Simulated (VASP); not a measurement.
# Geometry relaxation, with input and output: NbN

NbN (Fm-3m, 2 atoms in the cell), computed with Kohn-Sham DFT of a periodic cell, LDA, VASP PAW LDA potentials, recommended, no spin polarisation (VASP 6.6.1).

The structure derives from an entry of the Crystallography Open Database.

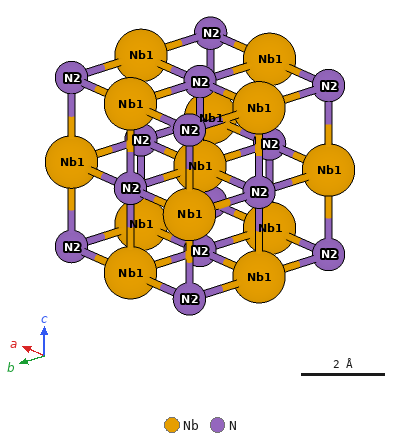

*The structure as given in the input (ball-and-stick view of the cell 4 times as large as that of the calculation, set on its symmetry axes, seen at an oblique angle; atoms are numbered from 1 in the order of the input). An atom can appear more than once, as a periodic image.*

INCAR
```
SYSTEM = NbN
PREC     = Accurate       ! precision mode
ENCUT    = 600            ! plane-wave cutoff, eV
EDIFF    = 1E-7           ! SCF threshold, eV
ISMEAR   = 1              ! smearing method
SIGMA    = 0.1            ! smearing width, eV
LREAL    = .False.        ! projectors in reciprocal space
LASPH    = .True.         ! aspherical terms in the spheres
NELM     = 80             ! most SCF steps
ALGO     = Normal         ! electronic algorithm
ISIF     = 2              ! what is computed and relaxed
LWAVE    = .False.        ! write WAVECAR
LCHARG   = .False.        ! write CHGCAR
GGA      = CA             ! functional
IBRION   = 2              ! ionic algorithm
NSW      = 40             ! ionic steps
EDIFFG   = -0.01          ! ionic threshold
```

KPOINTS
```
regular mesh
0
Gamma
  14 14 14
  0 0 0
```

POSCAR
```
NbN                                     
1.0
    0.0000000000      2.2064364817      2.2064364817
    2.2064364817     -0.0000000000      2.2064364817
    2.2064364817      2.2064364817     -0.0000000000
  Nb              N             
     1     1
Direct
     0.5000000000000000    0.5000000000000000    0.5000000000000000
     0.0000000000000000    0.0000000000000000    0.0000000000000000
```

Run on 1 thread of Intel Xeon (Sapphire Rapids), 360 GiB of memory available, shared host.

Run as:
```bash
cat potpaw_LDA.64/Nb_sv/POTCAR potpaw_LDA.64/N/POTCAR > POTCAR
mpirun -np 1 vasp_std > vasp.out
```

OSZICAR
```
N       E                     dE             d eps       ncg     rms          rms(c)
DAV:   1     0.189157612043E+03    0.18916E+03   -0.11186E+04  2704   0.164E+03
DAV:   2    -0.113288647866E+02   -0.20049E+03   -0.19225E+03  3242   0.559E+02
DAV:   3    -0.254941622663E+02   -0.14165E+02   -0.13748E+02  4695   0.116E+02
DAV:   4    -0.262209873541E+02   -0.72683E+00   -0.72459E+00  3569   0.215E+01
DAV:   5    -0.262499235455E+02   -0.28936E-01   -0.28920E-01  4432   0.395E+00    0.125E+01
DAV:   6    -0.230371720915E+02    0.32128E+01   -0.16124E+01  4426   0.396E+01    0.462E+00
DAV:   7    -0.228386363194E+02    0.19854E+00   -0.90770E-01  4266   0.105E+01    0.266E+00
DAV:   8    -0.228111122823E+02    0.27524E-01   -0.17452E-01  3770   0.452E+00    0.724E-01
DAV:   9    -0.228084656692E+02    0.26466E-02   -0.28106E-02  4006   0.182E+00    0.433E-01
DAV:  10    -0.228081391509E+02    0.32652E-03   -0.17426E-03  3646   0.478E-01    0.130E-01
DAV:  11    -0.228080781789E+02    0.60972E-04   -0.44076E-04  4318   0.219E-01    0.333E-02
DAV:  12    -0.228080781744E+02    0.44906E-08   -0.28979E-05  3375   0.553E-02    0.656E-03
DAV:  13    -0.228080778833E+02    0.29111E-06   -0.22689E-06  4582   0.163E-02    0.441E-03
DAV:  14    -0.228080778050E+02    0.78307E-07   -0.22509E-07  2259   0.783E-03
   1 F= -.22808078E+02 E0= -.22807847E+02  d E =-.228081E+02
```

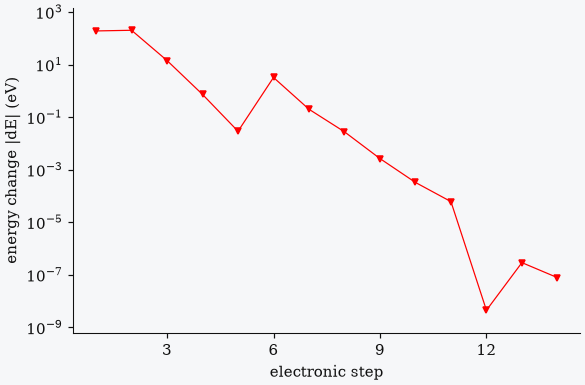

*Convergence of the self-consistent field: energy change |dE| against the electronic step.*

It takes 14 electronic steps. The density is held fixed in the first few steps, and dE rises again when its update begins.

Parts of OUTCAR
```
SYSTEM = NbN
   PREC = Accurate
   ENCUT = 600
   EDIFF = 1E-7
   ISMEAR = 1
   LREAL = .False.
   LASPH = .True.
   NELM = 80
   ISIF = 2
   GGA = CA
   IBRION = 2
   NSW = 40
   EDIFFG = -0.01

 ion  position               nearest neighbor table
   1  0.500  0.500  0.500-   2 2.21   2 2.21   2 2.21   2 2.21   2 2.21   2 2.21
   2  0.000  0.000  0.000-   1 2.21   1 2.21   1 2.21   1 2.21   1 2.21   1 2.21

  LATTYP: Found a face centered cubic cell.
 ALAT       =     4.4128729634

  Lattice vectors:

 A1 = (   0.0000000000,   2.2064364817,   2.2064364817)
 A2 = (   2.2064364817,   0.0000000000,   2.2064364817)
 A3 = (   2.2064364817,   2.2064364817,   0.0000000000)

Analysis of symmetry for initial positions (statically):
=====================================================================
 Subroutine PRICEL returns:
 Original cell was already a primitive cell.

 Routine SETGRP: Setting up the symmetry group for a
 face centered cubic supercell.

 Subroutine GETGRP returns: Found 48 space group operations
 (whereof 48 operations were pure point group operations)
 out of a pool of 48 trial point group operations.

The static configuration has the point symmetry O_h .

Analysis of symmetry for dynamics (positions and initial velocities):
=====================================================================
 Subroutine PRICEL returns:
 Original cell was already a primitive cell.

 Routine SETGRP: Setting up the symmetry group for a
 face centered cubic supercell.

 Subroutine GETGRP returns: Found 48 space group operations
 (whereof 48 operations were pure point group operations)
 out of a pool of 48 trial point group operations.

The dynamic configuration has the point symmetry O_h .

 Subroutine INISYM returns: Found 48 space group operations
 (whereof 48 operations are pure point group operations),
 and found     1 'primitive' translations

----------------------------------------------------------------------------------------

                                     Primitive cell

  volume of cell :      21.4835

  direct lattice vectors                    reciprocal lattice vectors
     0.000000000  2.206436482  2.206436482    -0.226609741  0.226609741  0.226609741
     2.206436482  0.000000000  2.206436482     0.226609741 -0.226609741  0.226609741
     2.206436482  2.206436482  0.000000000     0.226609741  0.226609741 -0.226609741

  length of vectors
     3.120372397  3.120372397  3.120372397     0.392499585  0.392499585  0.392499585

  position of ions in fractional coordinates (direct lattice)
     0.500000000  0.500000000  0.500000000
     0.000000000  0.000000000  0.000000000

  ion indices of the primitive-cell ions
   primitive index   ion index
                 1           1
                 2           2

----------------------------------------------------------------------------------------

 KPOINTS: regular mesh

Automatic generation of k-mesh.
 Grid dimensions read from file:
 generate k-points for:   14   14   14

 Generating k-lattice:

  Cartesian coordinates                     Fractional coordinates (reciprocal lattice)
    -0.016186410  0.016186410  0.016186410     0.071428571  0.000000000  0.000000000
     0.016186410 -0.016186410  0.016186410     0.000000000  0.071428571  0.000000000
     0.016186410  0.016186410 -0.016186410     0.000000000  0.000000000  0.071428571

  Length of vectors
     0.028035685  0.028035685  0.028035685

  Shift w.r.t. Gamma in fractional coordinates (k-lattice)
     0.000000000  0.000000000  0.000000000

 Subroutine IBZKPT returns following result:
 ===========================================

 Found    104 irreducible k-points:

 Following reciprocal coordinates:
            Coordinates               Weight
  0.000000  0.000000  0.000000      1.000000
  0.071429  0.000000  0.000000      8.000000
  0.142857  0.000000  0.000000      8.000000
  0.214286  0.000000  0.000000      8.000000
  0.285714  0.000000  0.000000      8.000000
  0.357143  0.000000  0.000000      8.000000
  0.428571  0.000000  0.000000      8.000000
  0.500000  0.000000  0.000000      4.000000
  0.071429  0.071429  0.000000      6.000000
  0.142857  0.071429  0.000000     24.000000
  0.214286  0.071429  0.000000     24.000000
  0.285714  0.071429  0.000000     24.000000
  0.357143  0.071429  0.000000     24.000000
  0.428571  0.071429  0.000000     24.000000
  0.500000  0.071429  0.000000     24.000000
 -0.428571  0.071429  0.000000     24.000000
 -0.357143  0.071429  0.000000     24.000000
 -0.285714  0.071429  0.000000     24.000000
 -0.214286  0.071429  0.000000     24.000000
 -0.142857  0.071429  0.000000     24.000000
 -0.071429  0.071429  0.000000     12.000000
  0.142857  0.142857  0.000000      6.000000
  0.214286  0.142857  0.000000     24.000000
  0.285714  0.142857  0.000000     24.000000
 [... further k-points ...]
   k-points           NKPTS =    104   k-points in BZ     NKDIM =    104   number of bands    NBANDS=     13
   number of dos      NEDOS =    301   number of ions     NIONS =      2
   total plane-waves  NPLWV =  21952
   dimension x,y,z NGX =    28 NGY =   28 NGZ =   28
   dimension x,y,z NGXF=    56 NGYF=   56 NGZF=   56
   ions per type =               1   1
   NGX,Y,Z   is equivalent  to a cutoff of  14.92, 14.92, 14.92 a.u.
   NGXF,Y,Z  is equivalent  to a cutoff of  29.84, 29.84, 29.84 a.u.
 SYSTEM =  NbN
   PREC   = accura    normal or accurate (medium, high low for compatibility)
   ISTART =      0    job   : 0-new  1-cont  2-samecut
   ICHARG =      2    charge: 1-file 2-atom 10-const
   ISPIN  =      1    spin polarized calculation?
   LNONCOLLINEAR =      F non collinear calculations
   LSORBIT =      F    spin-orbit coupling
   LASPH  =      T    aspherical Exc in radial PAW
   ENCUT  =  600.0 eV  44.10 Ry    6.64 a.u.   6.23  6.23  6.23*2*pi/ulx,y,z
   NELM   =     80;   NELMIN=  2; NELMDL= -5     # of ELM steps
   EDIFF  = 0.1E-06   stopping-criterion for ELM
   LREAL  =      F    real-space projection
   EDIFFG = -.1E-01   stopping-criterion for IOM
   NSW    =     40    number of steps for IOM
   IBRION =      2    ionic relax: 0-MD 1-quasi-New 2-CG
   NFREE  =      1    steps in history (QN), initial steepest desc. (CG)
   ISIF   =      2    stress and relaxation
   ISYM   =      2    0-nonsym 1-usesym 2-fastsym
   POTIM  = 0.5000    time-step for ionic-motion
   TEBEG  =    0.0;   TEEND  =   0.0 temperature during run
   PSTRESS=    0.0 pullay stress
   NELECT =      18.0000    total number of electrons
   NUPDOWN=      -1.0000    fix difference up-down
   EMIN   =  10.00;   EMAX   =-10.00  energy-range for DOS
   EFERMI =   0.00;   METHOD = LEGACY
   ISMEAR =     1;   SIGMA  =   0.10  broadening in eV -4-tet -1-fermi 0-gaus
   EFERMI_NEDOS =   21; number of points for ismear=-14 and -15
   IALGO  =     38    algorithm
   IMIX   =      4    mixing-type and parameters
     AMIX     =   0.40;   BMIX     =  1.00
     AMIX_MAG =   1.60;   BMIX_MAG =  1.00
  volume/ion in A,a.u.               =      10.74        72.49
  Fermi-wavevector in a.u.,A,eV,Ry     =   1.543349  2.916507 32.408086  2.381927
  Thomas-Fermi vector in A             =   2.649025
   LORBIT       =      0    0 simple, 1 ext, 2 COOP (PROOUT), +10 PAW based schemes
   GGA     = CA    functional components
   LHFCALC =     F    Hartree Fock is set to
   AEXX    =    0.0000 exact exchange contribution
   IVDW    =     0    specifies the selected vdW correction
   LEPSILON=     F    determine dielectric tensor
   LRPA    =     F    only Hartree local field effects (RPA)
 conjugate gradient relaxation of ions
 non-spin polarized calculation
 Methfessel and Paxton  Order N= 1 SIGMA  =   0.10
  energy-cutoff  :      600.00
  volume of cell :       21.48
 maximum number of plane-waves:       730
 NGX is ok and might be reduce to    28
   NGX = 13   NGY = 13   NGZ = 13

 number of electron      18.0000000 magnetization

 Free energy of the ion-electron system (eV)
  ---------------------------------------------------
  ext. energy  EPLUGINS =         0.00000000
  ---------------------------------------------------
  free energy    TOTEN  =       -22.80807780 eV

  energy without entropy =      -22.80738635  energy(sigma->0) =      -22.80784732

 E-fermi :  13.5300     XC(G=0): -13.5647     alpha+bet :-20.1129

 val. band max:       13.5164713159   @ k =  -0.2857   0.4286   0.2143
 cond. band min:      13.5308127692   @ k =  -0.2857   0.3571   0.1429
 fundamental gap:      0.0143414533
 Fermi energy:        13.5300333546

 k-point     1 :       0.0000    0.0000    0.0000
  band No.  band energies     occupation
      1     -42.5079      2.00000
      2     -18.3371      2.00000
      3     -18.3371      2.00000
      4     -18.3371      2.00000
      5      -3.7399      2.00000
      6      10.2872      2.00000
      7      10.2872      2.00000
      8      10.2872      2.00000
      9      11.5771      2.00000
     10      11.5771      2.00000
     11      11.5771      2.00000
     12      13.3854      2.05996
     13      13.3854      2.05996

 k-point     2 :       0.0714    0.0000    0.0000
  band No.  band energies     occupation
      1     -42.5014      2.00000
      2     -18.3922      2.00000
      3     -18.3417      2.00000
      4     -18.3417      2.00000
      5      -3.6287      2.00000
      6       9.6959      2.00000
      7       9.8274      2.00000
      8       9.8274      2.00000
      9      11.7633      2.00000
     10      11.7633      2.00000
     11      11.8950      2.00000
     12      13.9030     -0.00000
     13      13.9030     -0.00000

 k-point     3 :       0.1429    0.0000    0.0000
  band No.  band energies     occupation
      1     -42.4833      2.00000
      2     -18.5438      2.00000
      3     -18.3544      2.00000
      4     -18.3544      2.00000
      5      -3.3136      2.00000
      6       8.5969      2.00000
      7       8.9896      2.00000
      8       8.9896      2.00000
      9      12.1666      2.00000
     10      12.1666      2.00000
     11      12.3388      2.00000
     12      15.0489     -0.00000
     13      15.0489     -0.00000

 k-point     4 :       0.2143    0.0000    0.0000
  band No.  band energies     occupation
      1     -42.4570      2.00000
      2     -18.7562      2.00000
      3     -18.3727      2.00000
      4     -18.3727      2.00000
      5      -2.8452      2.00000
      6       7.4189      2.00000
      7       8.1758      2.00000
      8       8.1758      2.00000
      9      12.7436      2.00000
     10      12.7436      2.00000
     11      12.8034      2.00000
     12      16.3992      0.00000
     13      16.3992      0.00000

 k-point     5 :       0.2857    0.0000    0.0000
  band No.  band energies     occupation
      1     -42.4277      2.00000
      2     -18.9835      2.00000
      3     -18.3929      2.00000
      4     -18.3929      2.00000
      5      -2.2963      2.00000
      6       6.3167      2.00000
      7       7.4976      2.00000
      8       7.4976      2.00000
      9      13.3954      2.06707
     10      13.4536      1.96066
     11      13.4536      1.96066
     12      17.7588      0.00000
     13      17.7588      0.00000

 [... the levels of 18 k-points are left out ...]

 k-point    24 :       0.2857    0.1429    0.0000
  band No.  band energies     occupation
      1     -42.4300      2.00000
      2     -18.8493      2.00000
      3     -18.4561      2.00000
      4     -18.4392      2.00000
      5      -2.5874      2.00000
      6       6.4126      2.00000
      7       8.1652      2.00000
      8       8.5423      2.00000
      9      11.2580      2.00000
     10      14.0778     -0.00000
     11      14.3362     -0.00000
     12      15.6176      0.00000
     13      17.1143      0.00000

 [... further k-points ...]

------------------------ aborting loop because EDIFF is reached ----------------------------------------

  FORCE on cell =-STRESS in cart. coord.  units (eV):
  Direction    XX          YY          ZZ          XY          YZ          ZX
  --------------------------------------------------------------------------------------
  -------------------------------------------------------------------------------------
  Total       -1.6951836     -1.6951836     -1.6951836      0.0000000      0.0000000     -0.0000000
  in kB     -126.4221100   -126.4221100   -126.4221100      0.0000000      0.0000000     -0.0000000
  external PRESSURE =    -126.4221100 kB  Pullay stress =       0.0000000 kB

 VOLUME and BASIS-vectors are now :
 -----------------------------------------------------------------------------
  energy-cutoff  :      600.00
  volume of cell :       21.48
      direct lattice vectors                 reciprocal lattice vectors
     0.000000000  2.206436482  2.206436482    -0.226609741  0.226609741  0.226609741
     2.206436482  0.000000000  2.206436482     0.226609741 -0.226609741  0.226609741
     2.206436482  2.206436482  0.000000000     0.226609741  0.226609741 -0.226609741

 POSITION                                       TOTAL-FORCE (eV/Angst)
 -----------------------------------------------------------------------------------
      2.20644      2.20644      2.20644         0.000000      0.000000     -0.000000
      0.00000      0.00000      0.00000         0.000000      0.000000      0.000000
 -----------------------------------------------------------------------------------
    total drift:                                0.000000      0.000000      0.000000

  FREE ENERGIE OF THE ION-ELECTRON SYSTEM (eV)
  ---------------------------------------------------
  free  energy   TOTEN  =       -22.8080778050 eV

  energy  without entropy=      -22.8073863532  energy(sigma->0) =      -22.80784732

 reached required accuracy - stopping structural energy minimisation
```

CONTCAR
```
NbN
   1.00000000000000
     0.0000000000000000    2.2064364817000000    2.2064364817000000
     2.2064364817000000    0.0000000000000000    2.2064364817000000
     2.2064364817000000    2.2064364817000000    0.0000000000000000
  Nb              N
     1     1
Direct
     0.5000000000000000    0.5000000000000000    0.5000000000000000
     0.0000000000000000    0.0000000000000000    0.0000000000000000

  0.00000000E+00  0.00000000E+00  0.00000000E+00
  0.00000000E+00  0.00000000E+00  0.00000000E+00
```

Summary

```json
{"quantity": "outcome", "value": "converged"}
{"quantity": "space group (tolerance 0.01 Å)", "value": "Fm-3m (225)"}
{"quantity": "electrons treated", "value": "18"}
{"quantity": "free energy", "value": "−22.8081 eV"}
{"quantity": "gap on the k-point mesh", "value": "none (metallic)"}
{"quantity": "pressure", "value": "−12.64 GPa"}
{"quantity": "final volume", "value": "21.48 Å³"}
{"quantity": "largest force (length of the vector)", "value": "under 0.001 eV/Å"}
{"quantity": "wall time", "value": "35 s"}
{"quantity": "peak memory", "value": "0.17 GiB"}
```

Remarks

The cell is under a tension of 12.6 GPa at this level, so it is not at its equilibrium volume.
